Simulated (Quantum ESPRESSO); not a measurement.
**Phonon calculation, with input and output: AlN (part 1 of 2)**

System: AlN (4 atoms in the cell).
Method: Kohn-Sham DFT of a periodic cell, PBE, PseudoDojo 0.4.1 SR PBE standard, no spin polarisation (Quantum ESPRESSO 7.5).

The structure derives from an entry of the Crystallography Open Database.

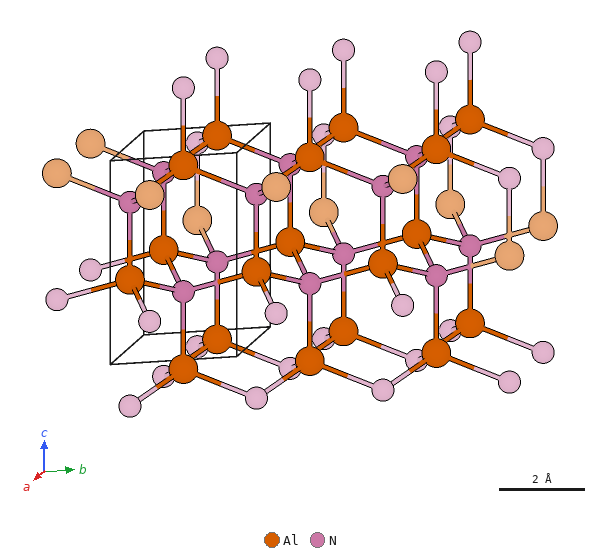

Fig. 1: The structure (ball-and-stick view of the cell of the calculation, repeated 2 × 3 × 1, seen slightly off an axis; neighbours outside the cell are drawn fainter). Near neighbours in the crystal (not all of them lie inside the picture): Al has 4 N at 1.89 Å; N has 4 Al at 1.89 Å.

The input:
```
&CONTROL
  calculation = 'scf'
  prefix = 'pwscf'
  outdir = './tmp'
  pseudo_dir = './pseudo'
  tprnfor = .true.
  tstress = .true.
  disk_io = 'low'
/
&SYSTEM
  ibrav = 0
  nat = 4
  ntyp = 2
  ecutwfc = 84
  nbnd = 14
  occupations = 'smearing'
  smearing = 'fd'
  degauss = 0.00367493
/
&ELECTRONS
  conv_thr = 8d-10
  electron_maxstep = 120
  mixing_beta = 0.5
/
ATOMIC_SPECIES
Al    26.9815 Al.upf
N     14.0070 N.upf
CELL_PARAMETERS angstrom
   3.1130000000    0.0000000000    0.0000000000
  -1.5565000000    2.6959370820    0.0000000000
   0.0000000000    0.0000000000    4.9810000000
ATOMIC_POSITIONS crystal
Al     0.6666666667    0.3333333333    0.5000000000
Al     0.3333333333    0.6666666667    0.0000000000
N      0.6666666667    0.3333333333    0.8800000000
N      0.3333333333    0.6666666667    0.3800000000
K_POINTS automatic
6 6 4 0 0 1
```

File relax.in:
```
&CONTROL
  calculation = 'vc-relax'
  prefix = 'pwscf'
  outdir = './tmp'
  pseudo_dir = './pseudo'
  tprnfor = .true.
  tstress = .true.
  disk_io = 'low'
  nstep = 40
  forc_conv_thr = 0.0001
  etot_conv_thr = 1d-06
/
&SYSTEM
  ibrav = 0
  nat = 4
  ntyp = 2
  ecutwfc = 84
  nbnd = 14
  occupations = 'smearing'
  smearing = 'fd'
  degauss = 0.00367493
/
&ELECTRONS
  conv_thr = 8d-10
  electron_maxstep = 120
  mixing_beta = 0.5
/
&IONS
  ion_dynamics = 'bfgs'
/
&CELL
  cell_dynamics = 'bfgs'
  press = 0
  press_conv_thr = 0.2
/
ATOMIC_SPECIES
Al    26.9815 Al.upf
N     14.0070 N.upf
CELL_PARAMETERS angstrom
   3.1130000000    0.0000000000    0.0000000000
  -1.5565000000    2.6959370820    0.0000000000
   0.0000000000    0.0000000000    4.9810000000
ATOMIC_POSITIONS crystal
Al     0.6666666667    0.3333333333    0.5000000000
Al     0.3333333333    0.6666666667    0.0000000000
N      0.6666666667    0.3333333333    0.8800000000
N      0.3333333333    0.6666666667    0.3800000000
K_POINTS automatic
6 6 4 0 0 1
```

File scf2.in:
```
&CONTROL
  calculation = 'scf'
  prefix = 'pwscf'
  outdir = './tmp'
  pseudo_dir = './pseudo'
  tprnfor = .true.
  tstress = .true.
  disk_io = 'low'
/
&SYSTEM
  ibrav = 0
  nat = 4
  ntyp = 2
  ecutwfc = 84
  nbnd = 14
  occupations = 'fixed'
/
&ELECTRONS
  conv_thr = 1d-13
  electron_maxstep = 120
  mixing_beta = 0.5
  startingpot = 'file'
  startingwfc = 'file'
/
ATOMIC_SPECIES
Al    26.9815 Al.upf
N     14.0070 N.upf
CELL_PARAMETERS angstrom
   3.1283942674    0.0000000000    0.0000000000
  -1.5641971337    2.7092689086    0.0000000000
   0.0000000000    0.0000000000    5.0145200573
ATOMIC_POSITIONS crystal
Al     0.6666666667    0.3333333333    0.4992088088
Al     0.3333333333    0.6666666667   -0.0007911912
N      0.6666666667    0.3333333333    0.8807911912
N      0.3333333333    0.6666666667    0.3807911912
K_POINTS automatic
6 6 4 0 0 1
```

File ph.in:
```
phonons of AlN
&INPUTPH
  prefix = 'pwscf'
  outdir = './tmp'
  tr2_ph = 1d-16
  fildyn = 'dyn'
  niter_ph = 60
  alpha_mix(1) = 0.7
  epsil = .true.
/
0.0000000000 0.0000000000 0.0000000000
```

File dynmat.in:
```
&INPUT
  fildyn = 'dyn'
  asr = 'crystal'
  lperm = .true.
  filout = 'dynmat.eig'
/
```

File dynmat_lo.in:
```
&INPUT
  fildyn = 'dyn'
  asr = 'crystal'
  filout = 'dynmat_lo.eig'
  q(1) = 0
  q(2) = 0
  q(3) = 1
/
```

Run on 1 thread of Arm Neoverse V2, 24 GiB of memory available, shared host.

Launched with:
```bash
OMP_NUM_THREADS=1 pw.x -in pw.in > pw.out
OMP_NUM_THREADS=1 pw.x -in relax.in > relax.out
OMP_NUM_THREADS=1 pw.x -in scf2.in > scf2.out
OMP_NUM_THREADS=1 ph.x -in ph.in > ph.out
OMP_NUM_THREADS=1 dynmat.x -in dynmat.in > dynmat.out
OMP_NUM_THREADS=1 dynmat.x -in dynmat_lo.in > dynmat_lo.out
```

The program's output:
```
This program is part of the open-source Quantum ESPRESSO suite
     for quantum simulation of materials; please cite
         "P. Giannozzi et al., J. Phys.:Condens. Matter 21 395502 (2009);
         "P. Giannozzi et al., J. Phys.:Condens. Matter 29 465901 (2017);
         "P. Giannozzi et al., J. Chem. Phys. 152 154105 (2020);
          URL
     in publications or presentations arising from this work. More details at

     Message from routine setup:
     using ibrav=0 with symmetry is DISCOURAGED, use correct ibrav instead

     G-vector sticks info
     --------------------
     sticks:   dense  smooth     PW     G-vecs:    dense   smooth      PW
     Sum         805     805    241                29383    29383    4685

     Using Slab Decomposition

     bravais-lattice index     =            0
     lattice parameter (alat)  =       5.8827  a.u.
     unit-cell volume          =     282.0993 (a.u.)^3
     number of atoms/cell      =            4
     number of atomic types    =            2
     number of electrons       =        16.00
     number of Kohn-Sham states=           14
     kinetic-energy cutoff     =      84.0000  Ry
     charge density cutoff     =     336.0000  Ry
     scf convergence threshold =      8.0E-10
     mixing beta               =       0.5000
     number of iterations used =            8  plain     mixing
     Exchange-correlation= PBE
                           (   1   4   3   4   0   0   0)

     celldm(1)=   5.882717  celldm(2)=   0.000000  celldm(3)=   0.000000
     celldm(4)=   0.000000  celldm(5)=   0.000000  celldm(6)=   0.000000

     crystal axes: (cart. coord. in units of alat)
               a(1) = (   1.000000   0.000000   0.000000 )
               a(2) = (  -0.500000   0.866025   0.000000 )
               a(3) = (   0.000000   0.000000   1.600064 )

     reciprocal axes: (cart. coord. in units 2 pi/alat)
               b(1) = (  1.000000  0.577350 -0.000000 )
               b(2) = (  0.000000  1.154701  0.000000 )
               b(3) = (  0.000000 -0.000000  0.624975 )

     PseudoPot. # 1 for Al read from file:
     Al.upf
     Pseudo is Norm-conserving + core correction, Zval =  3.0
     Generated using ONCVPSP code by D. R. Hamann
     Using radial grid of 1876 points,  6 beta functions with:
                l(1) =   0
                l(2) =   0
                l(3) =   1
                l(4) =   1
                l(5) =   2
                l(6) =   2

     PseudoPot. # 2 for N  read from file:
     N.upf
     Pseudo is Norm-conserving + core correction, Zval =  5.0
     Generated using ONCVPSP code by D. R. Hamann
     Using radial grid of 1058 points,  4 beta functions with:
                l(1) =   0
                l(2) =   0
                l(3) =   1
                l(4) =   1

     atomic species   valence    mass     pseudopotential
     Al                3.00    26.98150     Al( 1.00)
     N                 5.00    14.00700     N ( 1.00)

     12 Sym. Ops. (no inversion) found ( 6 have fractional translation)

   Cartesian axes

     site n.     atom                  positions (alat units)
         1        Al     tau(   1) = (   0.5000000   0.2886751   0.8000321  )
         2        Al     tau(   2) = (  -0.0000000   0.5773503   0.0000000  )
         3        N      tau(   3) = (   0.5000000   0.2886751   1.4080565  )
         4        N      tau(   4) = (  -0.0000000   0.5773503   0.6080244  )

     number of k points=    14  Fermi-Dirac smearing, width (Ry)=  0.0037
                       cart. coord. in units 2pi/alat
        k(    1) = (   0.0000000   0.0000000   0.0781219), wk =   0.0277778
        k(    2) = (   0.0000000   0.0000000   0.2343656), wk =   0.0277778
        k(    3) = (   0.0000000   0.1924501   0.0781219), wk =   0.1666667
        k(    4) = (   0.0000000   0.1924501   0.2343656), wk =   0.1666667
        k(    5) = (   0.0000000   0.3849002   0.0781219), wk =   0.1666667
        k(    6) = (   0.0000000   0.3849002   0.2343656), wk =   0.1666667
        k(    7) = (   0.0000000  -0.5773503   0.0781219), wk =   0.0833333
        k(    8) = (   0.0000000  -0.5773503   0.2343656), wk =   0.0833333
        k(    9) = (   0.1666667   0.2886751   0.0781219), wk =   0.1666667
        k(   10) = (   0.1666667   0.2886751   0.2343656), wk =   0.1666667
        k(   11) = (   0.1666667   0.4811252   0.0781219), wk =   0.3333333
        k(   12) = (   0.1666667   0.4811252   0.2343656), wk =   0.3333333
        k(   13) = (   0.3333333   0.5773503   0.0781219), wk =   0.0555556
        k(   14) = (   0.3333333   0.5773503   0.2343656), wk =   0.0555556

     Dense  grid:    29383 G-vectors     FFT dimensions: (  36,  36,  60)

     Initial potential from superposition of free atoms

     starting charge      15.9951, renormalised to      16.0000
     Starting wfcs are   16 randomized atomic wfcs

     Self-consistent Calculation

     iteration #  1     ecut=    84.00 Ry     beta= 0.50
     Davidson diagonalization with overlap
     ethr =  1.00E-02,  avg # of iterations =  4.0

     total energy              =     -50.82022972 Ry
     estimated scf accuracy    <       1.20279480 Ry

     iteration #  2     ecut=    84.00 Ry     beta= 0.50
     Davidson diagonalization with overlap
     ethr =  7.52E-03,  avg # of iterations =  2.0

     total energy              =     -51.15549355 Ry
     estimated scf accuracy    <       0.13992898 Ry

     iteration #  3     ecut=    84.00 Ry     beta= 0.50
     Davidson diagonalization with overlap
     ethr =  8.75E-04,  avg # of iterations =  1.4

     total energy              =     -51.17425552 Ry
     estimated scf accuracy    <       0.01060230 Ry

     iteration #  4     ecut=    84.00 Ry     beta= 0.50
     Davidson diagonalization with overlap
     ethr =  6.63E-05,  avg # of iterations =  5.7

     total energy              =     -51.17652099 Ry
     estimated scf accuracy    <       0.00741723 Ry

     iteration #  5     ecut=    84.00 Ry     beta= 0.50
     Davidson diagonalization with overlap
     ethr =  4.64E-05,  avg # of iterations =  1.4

     total energy              =     -51.17680190 Ry
     estimated scf accuracy    <       0.00066465 Ry

     iteration #  6     ecut=    84.00 Ry     beta= 0.50
     Davidson diagonalization with overlap
     ethr =  4.15E-06,  avg # of iterations =  5.3

     total energy              =     -51.17706018 Ry
     estimated scf accuracy    <       0.00010613 Ry

     iteration #  7     ecut=    84.00 Ry     beta= 0.50
     Davidson diagonalization with overlap
     ethr =  6.63E-07,  avg # of iterations =  1.2

     total energy              =     -51.17706158 Ry
     estimated scf accuracy    <       0.00001942 Ry

     iteration #  8     ecut=    84.00 Ry     beta= 0.50
     Davidson diagonalization with overlap
     ethr =  1.21E-07,  avg # of iterations =  1.9

     total energy              =     -51.17706340 Ry
     estimated scf accuracy    <       0.00000173 Ry

     iteration #  9     ecut=    84.00 Ry     beta= 0.50
     Davidson diagonalization with overlap
     ethr =  1.08E-08,  avg # of iterations =  2.2

     total energy              =     -51.17706384 Ry
     estimated scf accuracy    <       0.00000004 Ry

     iteration # 10     ecut=    84.00 Ry     beta= 0.50
     Davidson diagonalization with overlap
     ethr =  2.50E-10,  avg # of iterations =  3.8

     total energy              =     -51.17706388 Ry
     estimated scf accuracy    <       0.00000001 Ry

     iteration # 11     ecut=    84.00 Ry     beta= 0.50
     Davidson diagonalization with overlap
     ethr =  9.20E-11,  avg # of iterations =  2.0

     End of self-consistent calculation

          k = 0.0000 0.0000 0.0781 (  3669 PWs)   bands (ev):

    -7.9780  -6.0076   1.3446   6.2991   6.2991   6.7537   6.9009   6.9009
    11.6200  13.8218  17.5969  18.2747  18.2747  19.7617

          k = 0.0000 0.0000 0.2344 (  3676 PWs)   bands (ev):

    -7.5181  -6.7312   2.7831   4.8701   6.4687   6.4687   6.7180   6.7180
    12.9958  13.8701  17.2478  18.0314  18.3621  18.3623

          k = 0.0000 0.1925 0.0781 (  3679 PWs)   bands (ev):

    -7.6348  -5.8074   1.7203   4.9004   5.5001   5.9153   6.8058   6.8416
    12.7189  14.8736  16.1898  16.9190  19.1326  19.2025

          k = 0.0000 0.1925 0.2344 (  3681 PWs)   bands (ev):

    -7.1986  -6.4638   2.8602   4.3332   5.4622   6.1546   6.2091   6.5217
    13.4975  14.5572  16.1102  16.8172  18.6381  19.1282

          k = 0.0000 0.3849 0.0781 (  3669 PWs)   bands (ev):
```
